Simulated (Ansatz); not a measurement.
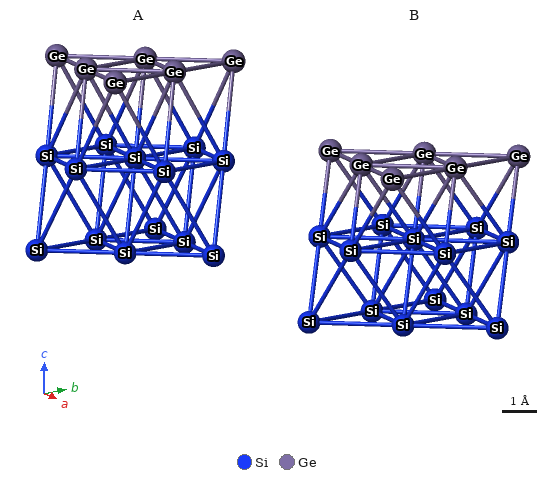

Two geometries of crystalline Si₃Ge (a generated structure, set up in R-3m) (coarse preliminary run), drawn at one scale. One is the start of a relaxation, the other its converged end. Style: ball-and-stick. Shown: the atoms within 4.2 Å of the atom that moves most (axes of the conventional cell (3 times the calculation's cell)), slightly off an axis. Lengths and directions refer to the drawn axes.

Method: Ansatz 0.2.0, DFT PBE, scalar-relativistic, plane waves, PAW. Set-up: plane-wave cutoff 420 eV; k-point mesh 6 × 6 × 6; occupations gaussian; smearing width 0.1 eV; no spin polarisation; cell and atoms relaxed; force threshold 0.04 eV/Å; at most 70 steps.

Which one is relaxed?

Answer. Structure A is the relaxed one. Over 8 accepted moves (9 points after the start) the energy falls by 79.8 meV per atom. Largest force component: 0.53 eV/Å at the start, 0.0068 eV/Å at the end. The pressure goes from −1.74 to 0.12 GPa. At 1 point the geometry stayed and the basis and grid were re-selected for the new cell (energy shift of 1.9 meV per atom at most each time). The largest moves relative to the cell, 0.081 Å, are those of Si atoms. Ge stays in place. The volume changes by +1.7 %, with a = b 2.841 → 2.668 Å (−6.1 %), c 27.838 → 32.124 Å (+15.4 %). Some distances before and after: Ge–Si 2.841 → 3.159 Å, Si–Si 2.841 → 3.018 Å, Si–Si 2.841 → 2.668 Å, Ge–Ge 2.841 → 2.668 Å. The space group stays R-3m (No. 166).
